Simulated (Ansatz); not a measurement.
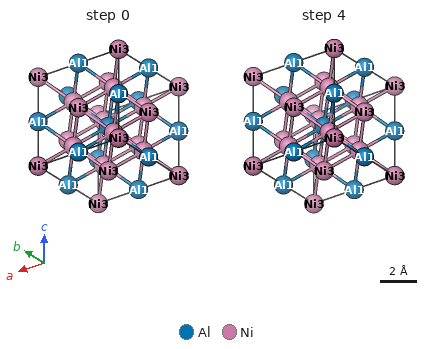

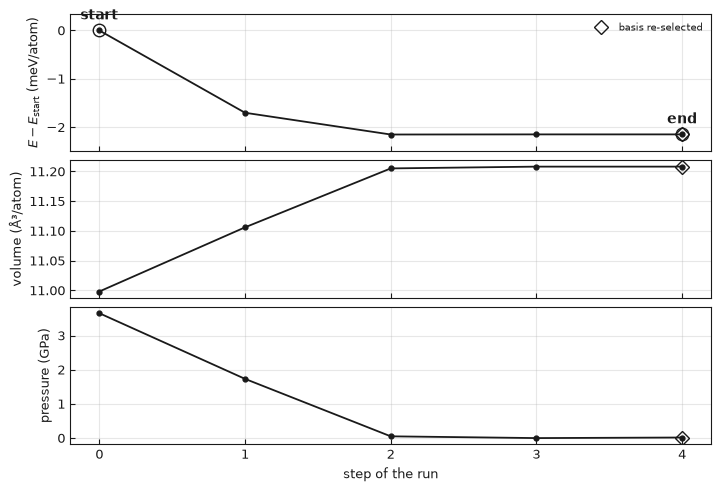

First and last geometry of a relaxation of crystalline AlNi3 (set up in Fm-3m), with the history of the run. A ball-and-stick model of the conventional cell (4 times the calculation's cell), seen from a free direction. Lengths and directions refer to the drawn axes.

Case: relaxed kmesh: [1, 1, 1] Gamma-centred.

Computed with DFT r2SCAN, scalar-relativistic, plane waves, PAW (Ansatz). Set-up: plane-wave cutoff 500 eV; k-point mesh 1 × 1 × 1; occupations gaussian; smearing width 0.1 eV; no spin polarisation; cell and atoms relaxed; force threshold 0.01 eV/Å; at most 60 steps.

### Read the history and describe the run.

It converged. The atoms keep their places relative to the cell (all moves are under 0.005 Å). The volume changes by +1.9 %, with a = b = c 5.604 → 5.639 Å (+0.6 %). Some distances before and after: Ni–Ni 2.427 → 2.442 Å, Al–Ni 2.427 → 2.442 Å. The space group stays Fm-3m (No. 225). The energy falls by 2.1 meV per atom in 3 accepted moves (4 points after the start). All forces vanish by symmetry, so only the cell relaxes. Pressure: 3.65 GPa at the start and 0.02 GPa at the end. The SCF was repeated once at an unchanged geometry on a basis and grid sized afresh for the cell, which shifted the energy by less than 0.05 meV per atom at most. Cost: 17 s on 1 thread of Intel(R) Xeon(R) Processor @ 2.50GHz (Skylake/Cascade Lake), with other jobs on the host, peak memory 0.43 GiB.

Limits of the set-up: the k-point mesh is coarse for a cell with partly filled bands; an element that often carries a moment was run without spin polarisation.
